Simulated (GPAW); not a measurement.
**S K-edge XANES of zinc-blende (ZnS)₁₋ₓ(CdS)ₓ at x = 0.875**

What does the S K edge look like in zinc-blende (ZnS)₁₋ₓ(CdS)ₓ at x = 0.875?

Calculated with GPAW 26.7.0; X-ray absorption from dipole matrix elements to empty bands, plane-wave PAW LDA.

### 1. Starting point

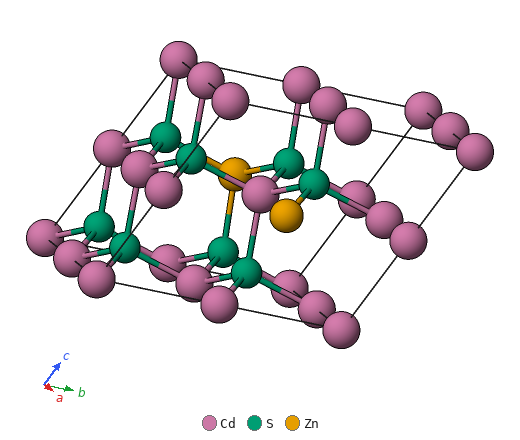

The cell as given, from a free direction (cadmium pink, sulfur teal, zinc orange). Bonds to atoms that aren't drawn are left out. Some periodic images of atoms are drawn too.

The cell holds 16 atoms: 7 Cd, 8 S and 1 Zn. Its edges and angles: a = 8.158 Å, b = 8.158 Å, c = 8.158 Å, α = 60.0°, β = 60.0°, γ = 60.0°. 16-atom zinc-blende cell, 7 of 8 Zn sites taken by Cd at random, lattice constants typed for the ends and interpolated (Vegard).

As a file:

```cif
data_structure
_symmetry_space_group_name_H-M 'P 1'
_symmetry_Int_Tables_number 1
_cell_length_a 8.1582
_cell_length_b 8.1582
_cell_length_c 8.1582
_cell_angle_alpha 60.000
_cell_angle_beta 60.000
_cell_angle_gamma 60.000
_cell_volume 383.95
loop_
_atom_site_label
_atom_site_type_symbol
_atom_site_fract_x
_atom_site_fract_y
_atom_site_fract_z
_atom_site_occupancy
Cd1 Cd 0.99922 0.99914 0.99781 1
S2 S 0.12273 0.12421 0.12530 1
Cd3 Cd 0.99920 0.99912 0.49945 1
S4 S 0.12361 0.12200 0.62619 1
Cd5 Cd 0.00082 0.49945 0.99908 1
S6 S 0.12729 0.62893 0.12763 1
Zn7 Zn 0.00381 0.50047 0.49864 1
S8 S 0.12637 0.62621 0.62439 1
Cd9 Cd 0.50041 0.00284 0.99993 1
S10 S 0.62628 0.12391 0.12485 1
Cd11 Cd 0.49923 0.00505 0.50169 1
S12 S 0.62540 0.12298 0.62309 1
Cd13 Cd 0.50279 0.50089 0.00185 1
S14 S 0.62436 0.62162 0.12430 1
Cd15 Cd 0.50308 0.49855 0.50157 1
S16 S 0.62874 0.62359 0.62485 1
```

### 2. Relaxation

The cell was built by hand, so its atoms are relaxed first: near-edge features follow bond lengths closely.

relax.py

```python
import numpy as np
from ase import Atoms
from ase.parallel import parprint, paropen
from gpaw import GPAW, PW, FermiDirac, Mixer, MixerDif, setup_paths
from ase.optimize import BFGS

atoms = Atoms('CdSCdSCdSZnSCdSCdSCdSCdS',
    cell=[[0, 5.76875, 5.76875],
     [5.76875, 0, 5.76875],
     [5.76875, 5.76875, 0]],
    scaled_positions=[[0.999222, 0.999141, 0.997811],
     [0.122726, 0.124209, 0.125304],
     [0.999201, 0.999121, 0.499455],
     [0.123612, 0.121997, 0.626192],
     [0.000821, 0.499454, 0.999078],
     [0.127293, 0.628929, 0.127634],
     [0.003808, 0.500466, 0.498641],
     [0.126366, 0.626205, 0.624392],
     [0.500411, 0.002836, 0.999931],
     [0.62628, 0.123914, 0.124855],
     [0.499233, 0.005053, 0.501693],
     [0.625404, 0.122977, 0.62309],
     [0.502786, 0.500895, 0.001852],
     [0.624358, 0.621617, 0.1243],
     [0.503081, 0.49855, 0.501571],
     [0.628736, 0.623587, 0.624846]],
    pbc=True)
atoms.calc = GPAW(legacy_gpaw=True, mode=PW(400, force_complex_dtype=True), xc='LDA', setups={},
    kpts={'size': (3, 3, 3), 'gamma': True}, occupations=FermiDirac(0.08),
    charge=0, mixer=Mixer(0.1, 5, 50), maxiter=150,
    convergence={'density': 0.0001, 'eigenstates': 1e-6}, txt='relax.txt')
steps = []
opt = BFGS(atoms, logfile='-')
opt.attach(lambda: steps.append([atoms.get_potential_energy(), float(np.linalg.norm(atoms.get_forces(), axis=1).max())]))
done = opt.run(fmax=0.05, steps=30)
out = dict(done=bool(done), steps=steps, frac=atoms.get_scaled_positions().tolist())
import json
with paropen('out.json', 'w') as f:
    json.dump(out, f)
```

Command:

```console
$ OMP_NUM_THREADS=1 mpirun -n 4 gpaw python relax.py
```

Numbers of over 12 decimals in the logs are rounded to 6 here.

The log of the run:

```text
Input parameters:
  convergence: {density: 0.0001,
                eigenstates: 1e-06}
  kpts: {gamma: True,
         size: (3, 3, 3)}
  maxiter: 150
  mixer: {backend: pulay,
          beta: 0.1,
          method: separate,
          nmaxold: 5,
          weight: 50}
  mode: {ecut: 400.0,
         force_complex_dtype: True,
         name: pw}
  occupations: {fixmagmom: False,
                name: fermi-dirac,
[...]
Forces in eV/Ang:
[...]
14 Cd    0.02119   -0.00645   -0.00019
 15 S    -0.01372   -0.00893   -0.00501
Step     Time          Energy          fmax
BFGS:    0 03:01:12      -60.184969        1.095690
BFGS:    1 03:01:52      -60.251916        0.990432
BFGS:    2 03:02:53      -60.485877        0.190483
BFGS:    3 03:03:22      -60.488344        0.160792
BFGS:    4 03:04:08      -60.495474        0.051704
BFGS:    5 03:04:32      -60.496177        0.036100
[key lines of the parts left out:]
Converged after 4 iterations.
Dipole moment: (-18.608293, -22.541369, -22.529826) |e|*Ang
Free energy:    -60.496177
Fermi level: 3.94631
```

Wall time 4.7 min (4 MPI ranks of Arm Neoverse V1, shared host); peak memory 0.37 GiB.

In 5 steps the energy fell by 311 meV (energies extrapolated to zero smearing) and the largest force to 0.036 eV/Å. Atom 4 (S; the text counts from 1, the script from 0) is among those that moved most, by 0.15 Å.

### 3. Ground state of the crystal

A plain self-consistent run shows whether there is a gap, which decides the set-up of the core-hole run.

scf.py

```python
import numpy as np
from ase import Atoms
from ase.parallel import parprint, paropen
from gpaw import GPAW, PW, FermiDirac, Mixer, MixerDif, setup_paths
from gpaw.test import gen
setup_paths.insert(0, '.')
gen('S', name='nch1s', xcname='LDA', corehole=(1, 0, 0), write_xml=True)
from gpaw.mpi import world
world.barrier()

atoms = Atoms('CdSCdSCdSZnSCdSCdSCdSCdS',
    cell=[[0, 5.76875, 5.76875],
     [5.76875, 0, 5.76875],
     [5.76875, 5.76875, 0]],
    scaled_positions=[[0.0005228, 0.9990374, 0.9980789],
     [0.1250578, 0.1249583, 0.1237999],
     [0.0010558, 0.9982396, 0.4996004],
     [0.1184581, 0.1436981, 0.6179365],
     [0.0020733, 0.501071, 0.9997193],
     [0.1204965, 0.6185042, 0.1440965],
     [0.0023461, 0.4998781, 0.5000836],
     [0.1209733, 0.6178514, 0.6191179],
     [0.4993838, 0.0002754, 0.0007408],
     [0.624742, 0.1248269, 0.1254976],
     [0.498421, 0.999619, 0.5017966],
     [0.6250505, 0.1245749, 0.6260505],
     [0.5010903, 0.5010094, 0.9987995],
     [0.6259858, 0.6255986, 0.1252311],
     [0.5016858, 0.500616, 0.5014305],
     [0.6461017, 0.6193216, 0.6187309]],
    pbc=True)
atoms.calc = calc = GPAW(legacy_gpaw=True, mode=PW(400, force_complex_dtype=True), xc='LDA', setups={1: 'nch1s'},
    kpts={'size': (3, 3, 3), 'gamma': True}, occupations=FermiDirac(0.05),
    charge=0, mixer=Mixer(0.1, 5, 50), maxiter=150,
    convergence={'density': 0.0001, 'eigenstates': 1e-6}, txt='scf.txt')
energy = atoms.get_potential_energy() + calc.get_reference_energy()
ef = calc.get_fermi_level()
out = dict(energy=energy, fermi=ef, forces=atoms.get_forces().tolist())
parprint(f'all-electron energy {energy:.4f} eV, Fermi level {ef:.4f} eV')
ev = np.array([[calc.get_eigenvalues(k, s) for k in range(len(calc.get_ibz_k_points()))] for s in range(calc.get_number_of_spins())])
out['homo'], out['lumo'], out['counts'] = ev[ev < ef].max(), ev[ev > ef].min(), sorted(set((ev < ef).sum((0, 2)).tolist()))
out['filled'] = (ev[:, 0] < ef).sum(1).tolist()
import json
with paropen('out.json', 'w') as f:
    json.dump(out, f)
```

Command:

```console
$ OMP_NUM_THREADS=1 mpirun -n 4 gpaw python scf.py
```

The log of the run:

```text
Input parameters:
  convergence: {density: 0.0001,
                eigenstates: 1e-06}
  kpts: {gamma: True,
         size: (3, 3, 3)}
  maxiter: 150
  mixer: {backend: pulay,
          beta: 0.1,
          method: separate,
          nmaxold: 5,
          weight: 50}
  mode: {ecut: 400.0,
         force_complex_dtype: True,
         name: pw}
  occupations: {fixmagmom: False,
                name: fermi-dirac,
                width: 0.05}
  setups: {1: nch1s}

Initialize ...

[... PAW data sets ...]

Reference energy: -1199636.339814  # eV

Spin-paired calculation

[... convergence settings ...]
Symmetries present (total): 1
  [... symmetry matrices ...]

27 k-points: 3 x 3 x 3 Monkhorst-Pack grid
14 k-points in the irreducible part of the Brillouin zone
       k-points in crystal coordinates                weights
   0:     0.00000000    0.00000000    0.00000000          1/27
   1:     0.00000000    0.00000000    0.33333333          2/27
   2:     0.00000000    0.33333333   -0.33333333          2/27
   3:     0.00000000    0.33333333    0.00000000          2/27
   4:     0.00000000    0.33333333    0.33333333          2/27
   5:     0.33333333   -0.33333333   -0.33333333          2/27
   6:     0.33333333   -0.33333333    0.00000000          2/27
   7:     0.33333333   -0.33333333    0.33333333          2/27
   8:     0.33333333    0.00000000   -0.33333333          2/27
   9:     0.33333333    0.00000000    0.00000000          2/27
          ...
  13:     0.33333333    0.33333333    0.33333333          2/27

Wave functions: Plane wave expansion
  Cutoff energy: 400.000 eV
  Number of coefficients (min, max): 6879, 6975
  Pulay-stress correction: 0.000000 eV/Ang^3 (de/decut=0.000000)
  Using FFTW library
  Wavefunction extrapolation:
    Improved wavefunction reuse through dual PAW basis

Occupation numbers: Fermi-Dirac:
  width: 0.0500  # eV

Eigensolver
   Davidson(niter=2)

Densities:
  Coarse grid: 40*40*40 grid
  Fine grid: 80*80*80 grid
  Total Charge: 0.000000

Density mixing:
  Method: separate
  Backend: pulay
  Linear mixing parameter: 0.1
  old densities: 5
  Width of damping distribution: 1.1
  Damping of long wavelength oscillations: 50

[... Hamiltonian set-up ...]
Number of atoms: 16
Number of atomic orbitals: 104
Number of bands in calculation: 91
Number of valence electrons: 144
Bands to converge: occupied

... initialized

Initializing position-dependent things.

Density initialized from atomic densities
Creating initial wave functions:
  91 bands from LCAO basis set

                            S  Cd
                                 Cd
                    S
                        Cd            Cd
                     S
                             Cd
            S             S
                               Cd
                  S
        Cd          S Zn

           S

Atomic positions and initial magnetic moments

Positions:
   0 Cd    11.520865    5.760684    5.766213    ( 0.0000,  0.0000,  0.0000)
   1 S      1.435024    1.435598    1.442280    ( 0.0000,  0.0000,  0.0000)
   2 Cd     8.640664    2.888160    5.764685    ( 0.0000,  0.0000,  0.0000)
   3 S      4.393680    4.248076    1.512314    ( 0.0000,  0.0000,  0.0000)
   4 Cd     8.657684    5.779091    2.902514    ( 0.0000,  0.0000,  0.0000)
   5 S      4.399253    1.526371    4.263110    ( 0.0000,  0.0000,  0.0000)
   6 Zn     5.768529    2.898391    2.897206    ( 0.0000,  0.0000,  0.0000)
[...]
13 S      4.331349    4.333582    7.220078    ( 0.0000,  0.0000,  0.0000)
  14 Cd     5.780556    5.786727    5.782029    ( 0.0000,  0.0000,  0.0000)
  15 S      7.142015    7.296503    7.299911    ( 0.0000,  0.0000,  0.0000)

Unit cell:
           periodic     x           y           z      points  spacing
  1. axis:    yes    0.000000    5.768750    5.768750    40     0.1665
  2. axis:    yes    5.768750    0.000000    5.768750    40     0.1665
  3. axis:    yes    5.768750    5.768750    0.000000    40     0.1665

  Lengths:   8.158244   8.158244   8.158244
  Angles:   60.000000  60.000000  60.000000

Effective grid spacing dv^(1/3) = 0.1817

iter:   1   -64.042277
iter:   2   -62.709945   -1.09  -1.16
iter:   3   -60.638059   -1.30  -1.24
iter:   4   -60.626605   -2.61  -1.60
iter:   5   -61.148791   -1.79  -1.62
iter:   6   -60.514816   -2.16  -1.83
iter:   7   -60.497861   -2.68  -2.58
iter:   8   -60.496396c  -4.32  -2.90
iter:   9   -60.496863c  -4.24  -3.27
iter:  10   -60.496185c  -4.76  -3.27
iter:  11   -60.496193c  -6.13c -3.79
iter:  12   -60.496103c  -5.74  -3.95
iter:  13   -60.496087c  -5.95  -4.04c
iter:  14   -60.496091c  -6.61c -4.39c

Converged after 14 iterations.

Dipole moment: (-18.607283, -22.540813, -22.528722) |e|*Ang

Energy contributions relative to reference atoms: (reference = -1199636.339814)

Kinetic:       +115.119918
Potential:     -104.154910
External:        +0.000000
XC:             -72.821173
Entropy (-ST):   -0.000014
Local:           +1.360081
SIC:             +0.000000
--------------------------
Free energy:    -60.496098
Extrapolated:   -60.496091

Showing only first 2 kpts
 Kpt  Band  Eigenvalues  Occupancy
  0    70      3.42491    1.99989
  0    71      3.42534    1.99989
  0    72      4.34872    0.00035
  0    73      6.14257    0.00000

  1    70      3.21809    2.00000
  1    71      3.21893    2.00000
  1    72      5.55854    0.00000
  1    73      6.17441    0.00000

Fermi level: 3.91640

Gap: 0.923 eV
Transition (v -> c):
  (s=0, k=0, n=71, [0.00, 0.00, 0.00]) -> (s=0, k=0, n=72, [0.00, 0.00, 0.00])
No difference between direct/indirect transitions

Forces in eV/Ang:
  0 Cd   -0.02779    0.00982   -0.00026
  1 S     0.01739    0.00575   -0.00291
  2 Cd    0.01317    0.03838    0.00745
  3 S     0.00735   -0.00364    0.00834
  4 Cd   -0.00217   -0.00400    0.02379
  5 S     0.00231   -0.00633   -0.00387
  6 Zn   -0.00395   -0.00709   -0.01198
[...]
13 S    -0.00193    0.01475   -0.00454
 14 Cd    0.02529   -0.00631    0.00025
 15 S    -0.01726   -0.00552   -0.01267
Scalar-relativistic atomic LDA calculation for S (Sulfur, Z=16)
Core hole in 1s state (1s occupation: 2.0)
450 radial gridpoints.
|------------------------------------------------|
|------------------------------------------------|
[... the atom generator's iteration count ...]

Energy contributions:
-------------------------
Kinetic:     +398.923399
XC:           -24.210329
Potential:   -772.509196
-------------------------
Total:       -397.796126

state      eigenvalue         ekin         rmax
-----------------------------------------------
1s^2.0 :   -88.078630   121.519046        0.063
2s^2.0 :    -7.745453    18.438857        0.389
2p^6.0 :    -5.751715    17.606302        0.325
3s^2.0 :    -0.634959     2.788351        1.406
3p^4.0 :    -0.261139     1.948270        1.598
-----------------------------------------------
(units: Bohr and Hartree)

Generating PAW setup
Kinetic energy of the core from tauc = 386.637961
Cutoffs:
rc(s)=1.840
rc(p)=1.850
rc(d)=1.700
rc(vbar)=1.720
rc(comp)=1.430
rc(nct)=1.850

Kinetic energy of the core states: 385.553617
Charge: 0.0
Core electrons: 10.0
Valence electrons: 6.0
Pseudo-core charge: 0.059824
Shape function alpha=4.890
Pseudo-electron charge 6.430847
state    eigenvalue         norm
--------------------------------
3s(2) :    -0.634959     1.191395
*s    :     0.365041
3p(4) :    -0.261139     0.997058
*p    :     0.738861
*d    :     0.000000
--------------------------------

Diagonalizing with gridspacing h=0.050

state   all-electron     PAW
-------------------------------
3s:      -0.634959    -0.635587
3p:      -0.261139    -0.261554
*d:                    0.043150
*f:                    0.074695
-------------------------------
all-electron energy -1199696.8359 eV, Fermi level 3.9164 eV
```

Wall time 87 s (4 MPI ranks); peak memory 0.38 GiB; 5.8 min of CPU time.

The mesh shows a gap of 0.92 eV. The excited electron is kept all the same, so that all members of the series, with or without a gap, are treated alike.

### 4. Cell without a hole, the energy reference

The photon energy needs a difference of total energies, so the cell and mesh of the coming hole run are first run without a hole.

Edit scf.py of step 3 so:

```diff
@@ -32,3 +32,3 @@
 atoms.calc = calc = GPAW(legacy_gpaw=True, mode=PW(400, force_complex_dtype=True), xc='LDA', setups={1: 'nch1s'},
-    kpts={'size': (3, 3, 3), 'gamma': True}, occupations=FermiDirac(0.05),
+    kpts={'size': (3, 3, 3), 'gamma': True}, occupations=FermiDirac(0.02),
     charge=0, mixer=Mixer(0.1, 5, 50), maxiter=150,
```

The log of the run:

```text
Input parameters:
  convergence: {density: 0.0001,
                eigenstates: 1e-06}
  kpts: {gamma: True,
         size: (3, 3, 3)}
  maxiter: 150
  mixer: {backend: pulay,
          beta: 0.1,
          method: separate,
          nmaxold: 5,
          weight: 50}
  mode: {ecut: 400.0,
         force_complex_dtype: True,
         name: pw}
  occupations: {fixmagmom: False,
                name: fermi-dirac,
[...]
3s(2) :    -0.634959     1.191395
*s    :     0.365041
3p(4) :    -0.261139     0.997058
*p    :     0.738861
*d    :     0.000000
--------------------------------

Diagonalizing with gridspacing h=0.050

state   all-electron     PAW
-------------------------------
3s:      -0.634959    -0.635587
3p:      -0.261139    -0.261554
*d:                    0.043150
*f:                    0.074695
-------------------------------
all-electron energy -1199696.8359 eV, Fermi level 3.8790 eV
[key lines of the parts left out:]
Converged after 14 iterations.
Dipole moment: (-18.607276, -22.540807, -22.528717) |e|*Ang
Free energy:    -60.496096
Fermi level: 3.87897
```

Wall time 87 s (4 MPI ranks); peak memory 0.38 GiB.

Reference energy: -1199696.836 eV with the cores included.

[end of part 1 of 3]

[Banner, clock and machine lines of the logs are left out without a mark of their own.]

[Logs are printed without paths, hosts, clocks, repeated set-up lines and the standing remarks that a program may print on its own settings, such as how far it seeks lower states.]

[Hosts, paths, dates, database ids (printed as entryN), source tags and the programs' standing remarks are cut or masked in the printed files.]

[Lists of maxima count a maximum above −3 eV only where it reaches 4 % of the highest in the window and stands out from its surroundings by 2 % of it (1.5 % where it reaches 55 %); shoulders and weaker maxima are passed over, and of the rest the first, up to two pre-edge ones and the few strongest are named.]
